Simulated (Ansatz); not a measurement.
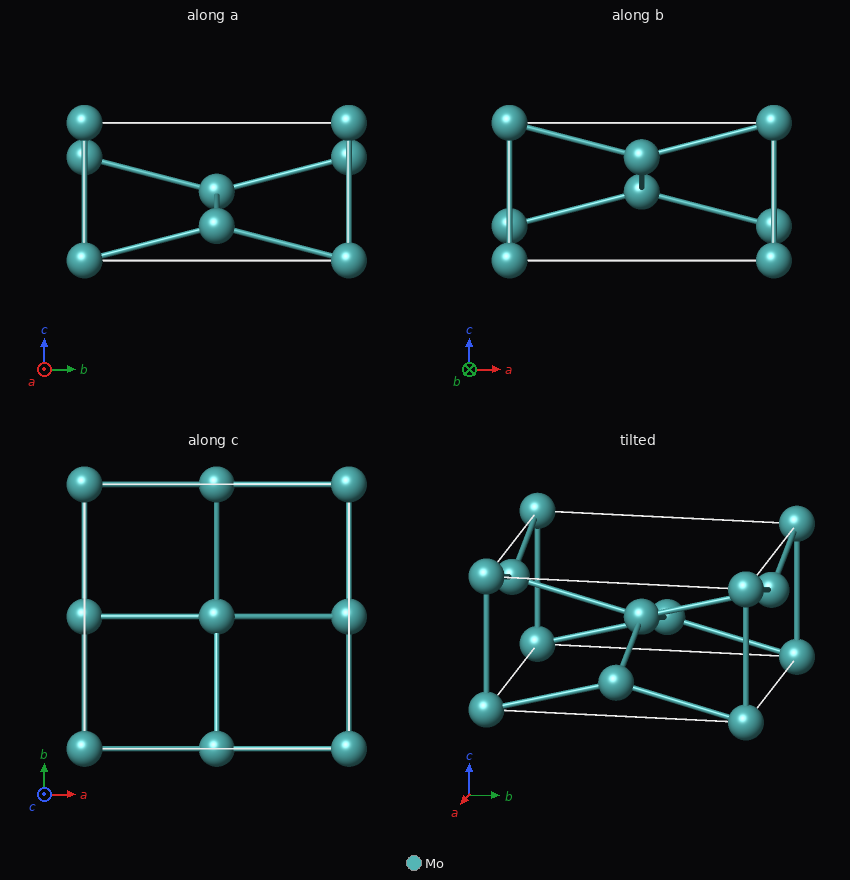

Ball-and-stick drawing of the structure, looking along the a axis, along the b axis, along the c axis and slightly off an axis. The lines enclose the conventional unit cell; boundary atoms appear with their images.

Lattice parameters: a = 5.0633 Å, b = 5.0633 Å, c = 2.6348 Å, α = 90.000°, β = 90.000°, γ = 90.000°.

Express the structure as a CIF in P1 with every atom of the cell.

```cif
data_structure
_symmetry_space_group_name_H-M 'P 1'
_symmetry_Int_Tables_number 1
_cell_length_a 5.0633
_cell_length_b 5.0633
_cell_length_c 2.6348
_cell_angle_alpha 90.000
_cell_angle_beta 90.000
_cell_angle_gamma 90.000
_cell_volume 67.55
loop_
_atom_site_label
_atom_site_type_symbol
_atom_site_fract_x
_atom_site_fract_y
_atom_site_fract_z
_atom_site_occupancy
Mo1 Mo 0.0000 0.0000 0.0000 1
Mo2 Mo 0.0000 0.5000 0.2500 1
Mo3 Mo 0.5000 0.5000 0.5000 1
Mo4 Mo 0.5000 0.0000 0.7500 1
```

The model was built from a structure type filled with this element by a generator (whether the element takes this form wasn't checked). This is the structure after a relaxation with DFT PBE, scalar-relativistic, plane waves, PAW in Ansatz 0.2.0.
